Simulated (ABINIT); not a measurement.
```
CELL_PARAMETERS angstrom
2.96890 0.00000 0.00000
0.00000 2.96890 0.00000
0.00000 0.00000 2.96890
ATOMIC_POSITIONS crystal
Cr 0.00000 0.00000 0.00000
Cr 0.50000 0.50000 0.50000
```

Space group Im-3m; a structure from a database of computed crystals, not necessarily the ambient phase; spin-polarised.

Computed with Kohn-Sham DFT of a periodic cell, PBE0, SPMS NC PBE v1.0 in ABINIT.

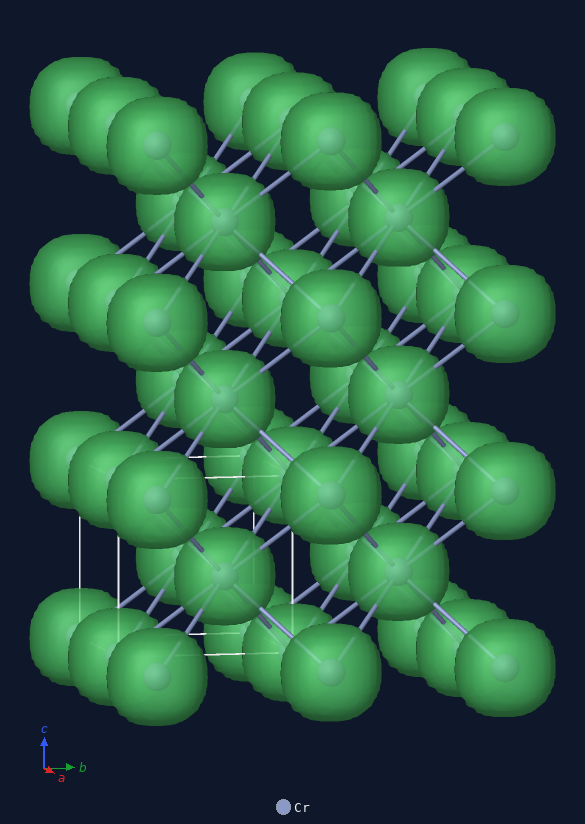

Cr. Isosurface of the valence pseudo-density at 0.8 e/Å³ (green), seen slightly off an axis. Sticks mark near contacts.

Question: How is the density connected at this value?

Answer: At this value the density breaks into separate islands; it holds about 75 % of the electrons treated as valence. It bridges none of the near contacts. It is pinched off along the sampled Cr–Cr (2.57 Å) contacts. On the grid the lowest density along these lines, outside the cores, is 0.34 e/Å³ (Cr–Cr, 2.57 Å).
